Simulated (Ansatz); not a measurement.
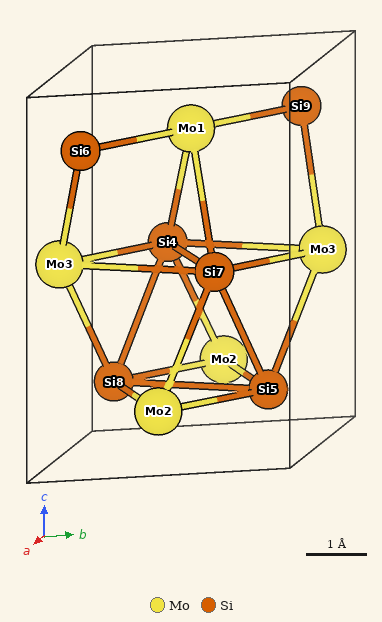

Fig. 1: The structure as given in the input (ball-and-stick view of the cell of the calculation, seen slightly off an axis; atoms are numbered from 1 in the order of the input). An atom can appear more than once, as a periodic image. Near neighbours in the periodic cell (some may lie outside the picture): Mo has 10 Si at 2.57 to 2.67 Å; Si has 5 Mo at 2.57 to 2.67 Å and 5 Si at 2.55 to 2.67 Å.

## What a change does: geometry relaxation on MoSi$_{2}$

System: MoSi$_{2}$ (P6₂22, 9 atoms in the cell).
Method of run 1: Kohn-Sham DFT of a periodic cell, revPBE with D4, Ansatz PAW, no spin polarisation (Ansatz 0.2.0).

The structure derives from a Materials Project entry. Text and figures count atoms from 1; the logs count them from 0 in places.

### The input, run 1
```yaml
crystal:
  lattice:
    - [4.5854715599, 0.0, 0.0]
    - [-2.29273578, 3.9711348592, 0.0]
    - [0.0, 0.0, 6.5797601]
  atoms:
    - { symbol: Mo, position: [0.5, 0.5, 0.8333333333] }
    - { symbol: Mo, position: [0.0, 0.5, 0.1666666667] }
    - { symbol: Mo, position: [0.5, 0.0, 0.5] }
    - { symbol: Si, position: [0.16387298, 0.32774596, 0.5] }
    - { symbol: Si, position: [0.67225404, 0.83612702, 0.1666666667] }
    - { symbol: Si, position: [0.83612702, 0.16387298, 0.8333333333] }
    - { symbol: Si, position: [0.83612702, 0.67225404, 0.5] }
    - { symbol: Si, position: [0.32774596, 0.16387298, 0.1666666667] }
    - { symbol: Si, position: [0.16387298, 0.83612702, 0.8333333333] }
hamiltonian:
  xc: revpbe
  pseudopotentials: { kind: paw }
  dispersion: d4
kpoints:
  mp_grid: { grid: [7, 7, 4] }
scf:
  occupations: { method: fermi_dirac, width: 0.05 }
output:
  forces: true
  stress: true
  eigenvalues: true
relax:
  f_tol: 0.01
  max_steps: 40
  cell: { stress_tol: 0.05 }
```

Launched with:
```bash
ansatz run input.yaml --threads 4 --pin off --max-ram 11264MiB --backend cpu --events-out ev --progress --plain --runs-dir out
```

Hardware: 4 threads of Arm Neoverse V1, 24 GiB of memory available, shared host.

### Output, shortened to warnings, some set-up lines, iterations and results (run 1)
```
Basis set: ecut = 420 eV, 2331 PW (Γ), exchange–correlation on 64×64×90 points (8 copies of the dense FFT grid, shifted against one another)
Symmetry: 12 space group operations
k-points: 24 of 196 (time reversal used)
Initial density: superposition of atomic densities (neutral atoms: chi_scale 0, normalization atom), corrected by the library's trained network
[...]
SCF iter   1: F=—  HF=-18723.824851 eV  |F-HF|=—  |Δ(HF+E_count)|=         —  Δρ=7.81e-3  dr2=7.96e-2  ethr=1.77e-3  ⟨swp⟩=7.5  Hψ=4447  notcnv=0
SCF iter   2: F=—  HF=-18723.817635 eV  |F-HF|=—  |Δ(HF+E_count)|=   7.22e-3  Δρ=3.76e-3  dr2=1.23e-2  ethr=1.21e-4  ⟨swp⟩=1.4  Hψ=1214  notcnv=0
SCF iter   3: F=—  HF=-18723.816956 eV  |F-HF|=—  |Δ(HF+E_count)|=   6.80e-4  Δρ=8.10e-4  dr2=4.47e-4  ethr=1.87e-5  ⟨swp⟩=2.0  Hψ=1221  notcnv=0
SCF iter   4: F=—  HF=-18723.816947 eV  |F-HF|=—  |Δ(HF+E_count)|=   8.93e-6  Δρ=8.48e-5  dr2=5.36e-6  ethr=6.77e-7  ⟨swp⟩=2.6  Hψ=1520  notcnv=0
SCF iter   5: F=—  HF=-18723.816886 eV  |F-HF|=—  |Δ(HF+E_count)|=   6.06e-5  Δρ=9.21e-6  dr2=6.95e-8  ethr=8.12e-9  ⟨swp⟩=2.1  Hψ=1461  notcnv=0
[... 30 lines ...]
SCF iter   4: F=—  HF=-18723.873301 eV  |F-HF|=—  |Δ(HF+E_count)|=  2.04e-10  Δρ=7.29e-7  dr2=2.85e-10  ethr=6.12e-12  ⟨swp⟩=2.0  Hψ=1255  notcnv=0
SCF iter   5: F=-18723.873301 eV  HF=-18723.873301 eV  |F-HF|=0.00e0  |Δ(HF+E_count)|=  1.09e-10  Δρ=1.26e-7  dr2=7.90e-12  ethr=1.00e-12  ⟨swp⟩=2.1  Hψ=1273  notcnv=0
SCF iter   6: F=-18723.873301 eV  HF=-18723.873301 eV  |F-HF|=3.64e-12  |Δ(HF+E_count)|=  3.64e-12  Δρ=9.80e-9  dr2=8.49e-14  ethr=1.00e-12  ⟨swp⟩=2.5  Hψ=3027  notcnv=0
SCF 5 converged in 6 iterations: F = -18723.873301 eV  dr2 = 8.49e-14
relax step   5: F+E_penalty+E_count = -18723.87330054 eV  Δ(F+E_penalty+E_count) = +7.528e-4 eV  max|allowed force component| = 1.616e-3 eV/Å  Δτ_max = 0.0000 Å  P = -0.008 …
basis re-selected at this cell: Δ(F+E_penalty+E_count) = +7.528e-4 eV, ΔP = -0.004 GPa vs the last step (what re-selecting the basis moved, of the pressure what is left beyond the Pulay correction that the steps carried, after the strain that the cell walked since its last selection, with what the …
SCF converged after 6 iterations
Free energy (F): -18723.873301 eV
Harris-Foulkes:  -18723.873301 eV  (|F-HF|=3.64e-12)
Internal energy: -18723.871706 eV  (E = F + TS)
E sigma→0 (E₀):  -18723.872503 eV
Entropy (-TS):   -0.001595 eV (-0.177 meV/atom)
Fermi energy:    17.261522 eV
--- Per-component energies (eV) ---
  E_band       = -93.996317
  E_kinetic    = 1604.550857
  E_local      = -3365.316108  (includes V_loc(G=0)·N_el)
  E_nonlocal   = 575.464137
  E_hartree    = 1263.596878
  E_xc         = -899.644096
  E_vxc        = -990.804776  (∫ρ·V_xc dr)
  E_paw        = -12708.569762  (= ΣΔE_a)
  E_vpaw       = -445.084283  (= ΣTr[D̂ρ^β])
  E_aug_tail   = 0.000101  (compensation charges beyond the density's cutoff)
  E_ewald      = -5184.781215
  E_disp       = -8.861942  (pairwise vdW)
  E_core_change = -0.310556  (= ΣΔE_core)
  E_smearing   = -0.001595  (= −TS)
  E_closure    = -0.000000  (closes the sum)
  Σ components = -18723.873301   (vs F -18723.873301, Δ=0.00e0)
--- Forces (eV/Å), atoms counted from 1 ---
  atom   1  Mo     0.00000000     0.00000000     0.00000000
  atom   2  Mo     0.00000000     0.00000000    -0.00000000
  atom   3  Mo    -0.00000000    -0.00000000    -0.00000000
  atom   4  Si     0.00000000    -0.00161593     0.00000000
  atom   5  Si     0.00139943     0.00080796     0.00000000
  atom   6  Si     0.00139943    -0.00080796    -0.00000000
  atom   7  Si    -0.00000000     0.00161593    -0.00000000
  atom   8  Si    -0.00139943    -0.00080796     0.00000000
  atom   9  Si    -0.00139943     0.00080796    -0.00000000
  max |Σ_I F_I| component: 1.27e-16 eV/Å
--- Stress (GPa, compression-positive) ---
       -0.009353       0.000000       0.000000
        0.000000      -0.009353      -0.000000
        0.000000      -0.000000      -0.006274
  P = ⅓ Tr σ = -0.0083 GPa (-0.083 kbar)
--- Relaxed structure (4 steps of the walk, 4 accepted, 1 SCFs on fresh bases) ---
[...]
```

The input of run 2 differs as follows (lines with − go, lines with + come):
```diff
-  dispersion: d4
-  mp_grid: { grid: [7, 7, 4] }
+  mp_grid: { grid: [5, 5, 3] }
```

Predict how the results change.

The total energies belong to different models, so their difference says nothing on which is more stable or more accurate. The gap on the mesh goes from 0.27 to 0.60 eV. The volume per atom goes from 12.97 to 13.66 Å³. The number of SCF iterations is the same. The irreducible k-points go from 24 to 10. On the same kind of shared host run 2 took about 0.5 times as long.

### Output, shortened to warnings, some set-up lines, iterations and results (run 2)
```
Basis set: ecut = 420 eV, 2331 PW (Γ), exchange–correlation on 64×64×90 points (8 copies of the dense FFT grid, shifted against one another)
Symmetry: 12 space group operations
k-points: 10 of 75
Initial density: superposition of atomic densities (neutral atoms: chi_scale 0, normalization atom), corrected by the library's trained network
[...]
SCF iter   1: F=—  HF=-18715.194198 eV  |F-HF|=—  |Δ(HF+E_count)|=         —  Δρ=7.70e-3  dr2=7.59e-2  ethr=1.77e-3  ⟨swp⟩=7.4  Hψ=1839  notcnv=0
SCF iter   2: F=—  HF=-18715.187642 eV  |F-HF|=—  |Δ(HF+E_count)|=   6.56e-3  Δρ=3.72e-3  dr2=1.18e-2  ethr=1.15e-4  ⟨swp⟩=1.6  Hψ=511  notcnv=0
SCF iter   3: F=—  HF=-18715.187048 eV  |F-HF|=—  |Δ(HF+E_count)|=   5.94e-4  Δρ=8.02e-4  dr2=4.39e-4  ethr=1.79e-5  ⟨swp⟩=2.1  Hψ=519  notcnv=0
SCF iter   4: F=—  HF=-18715.187034 eV  |F-HF|=—  |Δ(HF+E_count)|=   1.45e-5  Δρ=8.26e-5  dr2=4.97e-6  ethr=6.65e-7  ⟨swp⟩=2.4  Hψ=602  notcnv=0
SCF iter   5: F=—  HF=-18715.186980 eV  |F-HF|=—  |Δ(HF+E_count)|=   5.41e-5  Δρ=9.48e-6  dr2=7.82e-8  ethr=7.52e-9  ⟨swp⟩=2.2  Hψ=609  notcnv=0
[... 30 lines ...]
SCF iter   4: F=—  HF=-18715.239351 eV  |F-HF|=—  |Δ(HF+E_count)|=   4.04e-8  Δρ=6.45e-7  dr2=5.91e-10  ethr=7.69e-12  ⟨swp⟩=2.4  Hψ=753  notcnv=0
SCF iter   5: F=-18715.239351 eV  HF=-18715.239351 eV  |F-HF|=0.00e0  |Δ(HF+E_count)|=  1.46e-11  Δρ=5.27e-8  dr2=1.68e-12  ethr=1.00e-12  ⟨swp⟩=2.0  Hψ=530  notcnv=0
SCF iter   6: F=-18715.239351 eV  HF=-18715.239351 eV  |F-HF|=0.00e0  |Δ(HF+E_count)|=    0.00e0  Δρ=8.86e-9  dr2=5.66e-14  ethr=1.00e-12  ⟨swp⟩=2.6  Hψ=1236  notcnv=0
SCF 5 converged in 6 iterations: F = -18715.239351 eV  dr2 = 5.66e-14
relax step   5: F+E_penalty+E_count = -18715.23935095 eV  Δ(F+E_penalty+E_count) = -8.061e-4 eV  max|allowed force component| = 1.546e-3 eV/Å  Δτ_max = 0.0000 Å  P = +0.010 …
basis re-selected at this cell: Δ(F+E_penalty+E_count) = -8.061e-4 eV, ΔP = +0.005 GPa vs the last step (what re-selecting the basis moved, of the pressure what is left beyond the Pulay correction that the steps carried, after the strain that the cell walked since its last selection, with what the …
SCF converged after 6 iterations
Free energy (F): -18715.239351 eV
Harris-Foulkes:  -18715.239351 eV  (|F-HF|=0.00e0)
Internal energy: -18715.239070 eV  (E = F + TS)
E sigma→0 (E₀):  -18715.239210 eV
Entropy (-TS):   -0.000281 eV (-0.031 meV/atom)
Fermi energy:    16.189358 eV
--- Per-component energies (eV) ---
  E_band       = -151.937585
  E_kinetic    = 1589.552355
  E_local      = -3473.995500  (includes V_loc(G=0)·N_el)
  E_nonlocal   = 573.063430
  E_hartree    = 1293.192124
  E_xc         = -894.025855
  E_vxc        = -983.273788  (∫ρ·V_xc dr)
  E_paw        = -12707.328345  (= ΣΔE_a)
  E_vpaw       = -443.668528  (= ΣTr[D̂ρ^β])
  E_aug_tail   = 0.000193  (compensation charges beyond the density's cutoff)
  E_ewald      = -5095.386917
  E_core_change = -0.310556  (= ΣΔE_core)
  E_smearing   = -0.000281  (= −TS)
  E_closure    = 0.000000  (closes the sum)
  Σ components = -18715.239351   (vs F -18715.239351, Δ=0.00e0)
--- Forces (eV/Å), atoms counted from 1 ---
  atom   1  Mo     0.00000000     0.00000000     0.00000000
  atom   2  Mo     0.00000000    -0.00000000    -0.00000000
  atom   3  Mo    -0.00000000    -0.00000000     0.00000000
  atom   4  Si    -0.00000000     0.00154624     0.00000000
  atom   5  Si    -0.00133908    -0.00077312     0.00000000
  atom   6  Si    -0.00133908     0.00077312    -0.00000000
  atom   7  Si     0.00000000    -0.00154624    -0.00000000
  atom   8  Si     0.00133908     0.00077312    -0.00000000
  atom   9  Si     0.00133908    -0.00077312     0.00000000
  max |Σ_I F_I| component: 2.43e-17 eV/Å
--- Stress (GPa, compression-positive) ---
        0.016155       0.000000       0.000000
        0.000000       0.016155       0.000000
        0.000000       0.000000      -0.001746
  P = ⅓ Tr σ = 0.0102 GPa (0.102 kbar)
--- Relaxed structure (4 steps of the walk, 4 accepted, 1 SCFs on fresh bases) ---
  F+E_penalty+E_count = -18715.23935095 eV   max|allowed force component| = 1.546e-3 eV/Å   (the final SCF, on the basis selected at the relaxed cell)
[...]
```

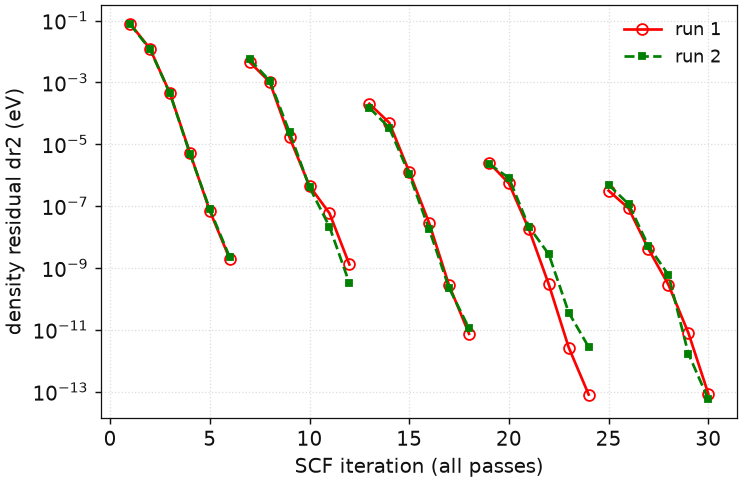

Fig. 2: Convergence of the two runs: density residual dr2 against the SCF iteration. A break in a curve parts two SCF passes. Run 1 takes 30 iterations in all, and run 2 takes 30.

### The two runs side by side

```csv
quantity,run 1,run 2
outcome,converged,converged
free energy per atom (eV),−2080.4304,−2079.4710
gap on the mesh (eV),0.27,0.60
pressure (GPa),−0.01,0.01
volume per atom (Å³),12.97,13.66
largest force (eV/Å),0.002,0.002
SCF iterations,30,30
irreducible k-points,24,10
wall time (shared host),18 s,9 s
```

For both runs: Points of doubt noted for this run: forces on files of another functional.
